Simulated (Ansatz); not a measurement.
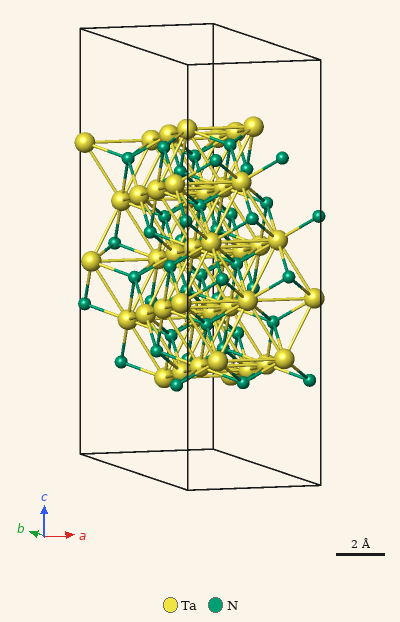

**Figure 1.** The input geometry (ball-and-stick view of the 2 × 1 repeat of the cell, with the vacuum cut short, seen slightly off an axis). An atom can appear more than once, as a periodic image.

## Run report: Ta19N18, single-point calculation (part 1 of 2)

System: Ta19N18 (slab, 37 atoms in the cell).
Method: DFT PBEsol, scalar-relativistic, plane waves, PAW, no spin polarisation (Ansatz 0.2.0).

The structure derives from an entry of the Crystallography Open Database. It belongs to a series of runs on one base structure; here: (2 0 1) slab cut from the bulk. Figures and captions count atoms from 1; the log counts them from 0 in places.

**Log**
```
Warning: crystal.symmetry: narrowed to the stabiliser of the k-point mesh — unitary ops 2 → 1; excluded 1 operation that carries a point of the 12×3×1 mesh (shift [0, 0, 0]) off the mesh (the run samples exactly the mesh kpoints.mp_grid names, as under crystal.symmetry.detect: false, and its converged state has the mesh's symmetry, not the crystal's; ε∞, the Born charges and the force constants of a linear response (`dielectric:` by the response, `phonons.method: dfpt`) are averaged over those of the crystal's operations that the state keeps within a tolerance, where `mesh_tensors`, `unaveraged_element` or `gamma_mean_max_change_ev_ang2` stands beside them; a row that `dielectric.field_direction` solves alone is averaged likewise, with nothing beside; a Γ-centred mesh of equal divisions is mapped onto itself by every operation and keeps the whole group, as does a half-shifted one under kpoints.further_shifts: images)
Engine: ansatz 0.2.0, x86_64-unknown-linux-gnu
Pseudopotentials: kind: paw
Pseudopotential: Ta, paw, valence charge 13, recommended cutoff 420 eV (normal), Ta.paw.azcp
Pseudopotential: N, paw, valence charge 5, recommended cutoff 420 eV (normal), N.paw.azcp
Functional definition: PBEsol
  exchange = pbesol_x
  correlation = pbesol_c
Crystal: 37 atoms, lattice volume = 900.871 Å³
Basis set: ecut = 420 eV, 17631 PW (Γ), exchange–correlation on 40×162×360 points (8 copies of the dense FFT grid, shifted against one another)
Bands: 206, of which v1, the nominal top of the filled ones, is band 169 counted from 1 (168 counted from 0)
Symmetry: 1 space group operations
k-points: 19 of 36 (time reversal used)
Non-local potential: Ta, projectors of the file, l = 0: 3, l = 1: 2, l = 2: 2, l = 3: 1
Non-local potential: N, projectors of the file, l = 0: 2, l = 1: 2, l = 2: 1
PAW form: soft (Blöchl's): semilocal exchange-correlation on the pseudo side does not see the compensation charge
PAW frozen core: Ta, regenerated for the run's functional, and the local potential with it (the file was generated under x = pbe(κ = 0.804, μ = 0.2195149727645171), c = pbe(β = 0.06672455060314922))
PAW frozen core: N, regenerated for the run's functional, and the local potential with it (the file was generated under x = pbe(κ = 0.804, μ = 0.2195149727645171), c = pbe(β = 0.06672455060314922))
PAW one-centre angular grid: Ta, 590 points (default); XC on 64 Gauss nodes
PAW one-centre angular grid: N, 110 points (default); XC on 64 Gauss nodes
Initial density: superposition of atomic densities (neutral atoms: chi_scale 0, normalization atom), corrected by the library's trained network
Initial wavefunctions: pseudopotential atomic-orbital guess
Functional: x = pbesol(κ = 0.804, μ = 0.12345679012345678), c = pbesol(β = 0.046)
SCF iter   1: F=—  HF=-193162.096668 eV  |F-HF|=—  |Δ(HF+E_count)|=         —  Δρ=1.54e-2  dr2=2.67e1  ethr=1.77e-3  p=-0.000 e·Å  D=-2.98e-12 V/Å  ΔV_dip=0.00 eV  dr2_dipole=1.97e-6  V_vac-E_F(+/−)=5.07/5.07 eV  ⟨swp⟩=8.9  Hψ=20435  notcnv=0  defer=25
efield: sawtooth ramp at fractional position 0.9800 (placed from the atoms, in the widest stretch of the axis that holds none; the zero of the levels goes with the place), width 0.0400; the density the first Hamiltonian is built on has a dipole p = -0.000 e·Å; the dipole correction subtracts the counter field D = -2.98e-12 V/Å, which shifts the + side's vacuum level by +0.00 eV against the − side's; the planar-averaged density in the ramp window peaks in size at 2.1e-5 e/Å³
preconditioner: auto → LDOS  [metal: Δε(μ)=0.004 eV  Ē_g=8.527 eV  σ=0.100 eV  W_gap=0.03  n_scr=170 (ndim 8)  ℏωp=16.8 eV  f_vac=0.486  D(μ)=16.23/eV (n_scr^D=84)  β→1.0]
SCF iter   2: F=—  HF=-193161.408315 eV  |F-HF|=—  |Δ(HF+E_count)|=   6.88e-1  Δρ=1.18e-2  dr2=3.92e0  ethr=1.77e-3  p=0.000 e·Å  D=5.41e-5 V/Å  ΔV_dip=-0.00 eV  dr2_dipole=4.88e-5  V_vac-E_F(+/−)=4.45/4.45 eV  ⟨swp⟩=3.0  Hψ=6284  notcnv=0  defer=516
SCF iter   3: F=—  HF=-193161.061957 eV  |F-HF|=—  |Δ(HF+E_count)|=   3.46e-1  Δρ=2.26e-3  dr2=2.57e-1  ethr=1.16e-3  p=-0.000 e·Å  D=-1.67e-5 V/Å  ΔV_dip=0.00 eV  dr2_dipole=4.61e-7  V_vac-E_F(+/−)=4.70/4.70 eV  ⟨swp⟩=2.1  Hψ=5007  notcnv=0  defer=516
SCF iter   4: F=—  HF=-193161.052406 eV  |F-HF|=—  |Δ(HF+E_count)|=   9.55e-3  Δρ=7.11e-4  dr2=3.00e-2  ethr=7.63e-5  p=0.000 e·Å  D=1.25e-5 V/Å  ΔV_dip=-0.00 eV  dr2_dipole=3.16e-6  V_vac-E_F(+/−)=4.66/4.66 eV  ⟨swp⟩=1.8  Hψ=4739  notcnv=0  defer=509
SCF iter   5: F=—  HF=-193161.052626 eV  |F-HF|=—  |Δ(HF+E_count)|=   2.21e-4  Δρ=2.82e-4  dr2=2.06e-3  ethr=8.92e-6  p=-0.000 e·Å  D=-3.41e-6 V/Å  ΔV_dip=0.00 eV  dr2_dipole=9.49e-9  V_vac-E_F(+/−)=4.65/4.65 eV  ⟨swp⟩=2.4  Hψ=5022  notcnv=0  defer=509
SCF iter   6: F=—  HF=-193161.052600 eV  |F-HF|=—  |Δ(HF+E_count)|=   2.64e-5  Δρ=1.01e-4  dr2=2.24e-4  ethr=6.10e-7  p=-0.000 e·Å  D=-3.41e-7 V/Å  ΔV_dip=0.00 eV  dr2_dipole=3.79e-8  V_vac-E_F(+/−)=4.66/4.66 eV  ⟨swp⟩=2.6  Hψ=5637  notcnv=0  defer=509
SCF iter   7: F=—  HF=-193161.052587 eV  |F-HF|=—  |Δ(HF+E_count)|=   1.26e-5  Δρ=3.12e-5  dr2=2.40e-5  ethr=6.64e-8  p=-0.000 e·Å  D=-1.37e-6 V/Å  ΔV_dip=0.00 eV  dr2_dipole=7.02e-9  V_vac-E_F(+/−)=4.66/4.66 eV  ⟨swp⟩=2.4  Hψ=5668  notcnv=0  defer=509
SCF iter   8: F=—  HF=-193161.052821 eV  |F-HF|=—  |Δ(HF+E_count)|=   2.34e-4  Δρ=8.02e-6  dr2=1.57e-6  ethr=7.11e-9  p=-0.000 e·Å  D=-7.24e-7 V/Å  ΔV_dip=0.00 eV  dr2_dipole=7.13e-11  V_vac-E_F(+/−)=4.66/4.66 eV  ⟨swp⟩=2.5  Hψ=5870  notcnv=0  defer=508
SCF iter   9: F=—  HF=-193161.052822 eV  |F-HF|=—  |Δ(HF+E_count)|=   7.37e-7  Δρ=2.92e-6  dr2=1.74e-7  ethr=4.67e-10  p=-0.000 e·Å  D=-1.92e-7 V/Å  ΔV_dip=0.00 eV  dr2_dipole=6.39e-13  V_vac-E_F(+/−)=4.66/4.66 eV  ⟨swp⟩=2.8  Hψ=6458  notcnv=0  defer=508
SCF iter  10: F=-193161.052822 eV  HF=-193161.052822 eV  |F-HF|=2.01e-9  |Δ(HF+E_count)|=   1.10e-7  Δρ=1.10e-6  dr2=2.66e-8  ethr=2.97e-11  p=-0.000 e·Å  D=-1.48e-7 V/Å  ΔV_dip=0.00 eV  dr2_dipole=2.26e-14  V_vac-E_F(+/−)=4.66/4.66 eV  ⟨swp⟩=21.0  Hψ=22076  notcnv=0
SCF 1 converged in 10 iterations: F = -193161.052822 eV  dr2 = 2.66e-8
  greatest PAW one-centre occupation: 1.000 electrons in one spin orbital (limit 2), on the Ta atom at site 22 (counted from 0), in its partial waves of l = 0
```

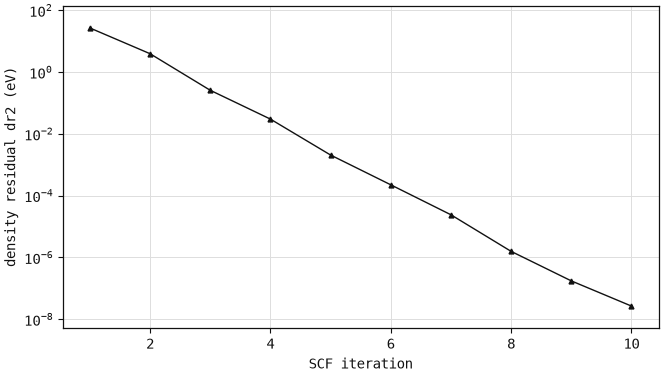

**Figure 2.** Convergence of the self-consistent field: density residual dr2 against the SCF iteration. The residual falls at every step.

```
SCF converged after 10 iterations
Free energy (F): -193161.052822 eV
Harris-Foulkes:  -193161.052822 eV  (|F-HF|=2.01e-9)
Internal energy: -193160.945820 eV  (E = F + TS)
E sigma→0 (E₀):  -193160.999321 eV
Entropy (-TS):   -0.107002 eV (-2.892 meV/atom)
Fermi energy:    6.438685 eV
Dipole field:    D = -0.000000 V/Å  (p = -0.000000 e·Å, saw-weighted, corrected)
Work function:   Φ+ = 4.6593 eV   Φ− = 4.6593 eV
Levels:          The Fermi level and band energies are counted from a zero that moves with the ramp; work functions are not
--- Per-component energies (eV) ---
  E_band       = -5571.383526
  E_kinetic    = 9310.557692
  E_local      = -412185.461352  (includes V_loc(G=0)·N_el)
  E_nonlocal   = 1148.153615
  E_hartree    = 201968.593467
  E_xc         = -5197.480414
  E_vxc        = -5245.080514  (∫ρ·V_xc dr)
  E_paw        = -159383.638644  (= ΣΔE_a)
  E_vpaw       = -2536.771960  (= ΣTr[D̂ρ^β])
  E_aug_tail   = 0.003593  (compensation charges beyond the density's cutoff)
  E_efield     = 0.000000  (sawtooth field / dipole correction)
  E_vefield    = 0.000000  (∫n·V_field dr)
  E_ewald      = 171173.761161
  E_core_change = 4.565062  (= ΣΔE_core)
  E_smearing   = -0.107002  (= −TS)
  E_closure    = -0.000000  (closes the sum)
  Σ components = -193161.052822   (vs F -193161.052822, Δ=0.00e0)
--- Forces (eV/Å), atoms counted from 1 ---
  atom   1  Ta    -0.00294693     1.57602393     2.17713236
  atom   2  N      0.00273352    -1.66230435     0.66333550
  atom   3  Ta    -0.00079667     1.00666294     0.25890784
  atom   4  N     -0.00077305     1.09767145     2.54263875
  atom   5  Ta    -0.00248272    -2.89256190    -0.36647027
  atom   6  N     -0.00286932    -0.03197088     0.26006105
  atom   7  Ta     0.00506189     0.28914299    -3.21847528
  atom   8  N      0.00596094     0.11633742    -0.94036944
  atom   9  Ta    -0.00184576     0.09735079    -1.27809031
  atom  10  N     -0.00055008     0.04285252     0.41823029
  atom  11  Ta    -0.00471716    -0.35728108    -0.57800504
  atom  12  N     -0.00036967     0.42331211    -0.10264324
  atom  13  Ta     0.00425592     0.11616965    -0.57065565
  atom  14  N     -0.00209788     0.01023641     0.24215250
  atom  15  Ta    -0.00386048    -0.10985569    -0.22436433
  atom  16  N     -0.00041977     0.01151252     0.19275836
  atom  17  Ta    -0.00194438    -0.01635984    -0.12022889
  atom  18  N      0.00207612    -0.08509882     0.00449809
  atom  19  Ta    -0.00000006    -0.00000120    -0.00000217
  atom  20  N     -0.00207628     0.08509909    -0.00450178
  atom  21  Ta     0.00194438     0.01636068     0.12022562
  atom  22  N      0.00041996    -0.01151399    -0.19275948
  atom  23  Ta     0.00386043     0.10985851     0.22436647
  atom  24  N      0.00209766    -0.01023677    -0.24215053
  atom  25  Ta    -0.00425590    -0.11617078     0.57066221
  atom  26  N      0.00036977    -0.42331226     0.10264955
  atom  27  Ta     0.00471723     0.35728325     0.57801289
  atom  28  N      0.00054953    -0.04285359    -0.41822891
  atom  29  Ta     0.00184564    -0.09735226     1.27808997
  atom  30  N     -0.00596071    -0.11633611     0.94036965
  atom  31  Ta    -0.00506182    -0.28914279     3.21847206
  atom  32  N      0.00286984     0.03196876    -0.26006064
  atom  33  Ta     0.00248275     2.89256492     0.36646439
  atom  34  N      0.00077291    -1.09767152    -2.54264081
  atom  35  Ta     0.00079659    -1.00666595    -0.25891423
  atom  36  N     -0.00273384     1.66230523    -0.66333678
  atom  37  Ta     0.00294712    -1.57602430    -2.17713345
  max |Σ_I F_I| component: 3.68e-6 eV/Å
--- Stress (GPa, compression-positive) ---
       -2.960775       0.003089       0.004347
        0.003089      -6.551720      -0.049658
        0.004347      -0.049658      -2.718037
  P = ⅓ Tr σ = -4.0768 GPa (-40.768 kbar)
--- Band table (eV; the first three rows and the last of 19) ---
  k-point 0: bands = ["-62.0993", "-62.0993", "-61.9147", "-61.9147", "-61.8981", "-61.8976", "-61.8424", "-61.8402", "-61.8109", "-61.7931", "-61.7835", "-61.7608", "-61.7406", "-61.7247", "-61.7214", "-61.6916", "-61.6664", "-61.6648", "-61.6445", "-29.0444", "-29.0267", "-28.9749", "-28.9429", "-28.9316", "-28.8821", "-28.8719", "-28.8658", "-28.8211", "-28.7598", "-28.7082", "-28.6840", "-28.6632", "-28.6413", "-28.6220", "-28.6212", "-28.5903", "-28.5573", "-28.5551", "-28.4975", "-28.4907",
      "-28.4379", "-28.3738", "-28.2927", "-28.2801", "-28.2799", "-28.2788", "-28.2379", "-28.1974", "-28.1948", "-28.1590", "-28.1423", "-28.1336", "-28.1210", "-28.1191", "-28.1049", "-28.1036", "-28.0773", "-28.0743", "-28.0687", "-28.0634", "-28.0492", "-27.9966", "-27.9895", "-27.9825", "-27.9650", "-27.9439", "-27.9388", "-27.9351", "-27.9262", "-27.9227", "-27.9066", "-27.8801", "-27.8776", "-27.8503", "-27.8445", "-27.8105", "-10.9187", "-10.2739", "-9.9610", "-9.9593",
      "-9.6402", "-9.6009", "-9.5597", "-9.4431", "-9.3956", "-9.3693", "-8.9692", "-8.7678", "-8.7606", "-8.5550", "-7.5887", "-7.5524", "-7.4557", "-7.4315", "-2.5329", "-1.8921", "-1.7282", "-1.5858", "-1.1805", "-1.0769", "-0.9678", "-0.8848", "-0.7362", "-0.6809", "-0.5768", "-0.4822", "-0.2382", "-0.0942", "0.1576", "0.4766", "0.5526", "0.7570", "0.8140", "1.1345", "1.1556", "1.3701", "1.4151", "1.4187", "1.4448", "1.6146",
      "1.6322", "1.6415", "1.6616", "1.8475", "1.8755", "1.8934", "2.0910", "2.1329", "2.1637", "2.2814", "2.2982", "2.3974", "2.4610", "2.5420", "2.6718", "2.7350", "2.8390", "2.9633", "2.9710", "3.1590", "3.2009", "3.2429", "3.2436", "3.3758", "3.3871", "3.4338", "3.7680", "3.7897", "3.9485", "3.9797", "4.3610", "4.4496", "4.5875", "4.5927", "4.6638", "4.7276", "4.7561", "4.9417", "5.0074", "5.1379",
      "5.1673", "5.2474", "5.6257", "5.6923", "5.7187", "5.8874", "5.9353", "6.2085", "6.3242", "6.4153", "6.4272", "6.5920", "6.6274", "6.7407", "7.0063", "7.1368", "7.3718", "7.3755", "7.4119", "7.5069", "7.5760", "7.6236", "7.7371", "7.7522", "7.7528", "7.9924", "8.1899", "8.2908", "8.4142", "8.4163", "8.4732", "8.7109", "8.8387", "9.0217", "9.0247", "9.0926", "9.0958", "9.5200", "9.5505", "9.5547",
      "9.7500", "9.8540", "9.8977", "9.9230", "10.0021", "10.0022"]
```
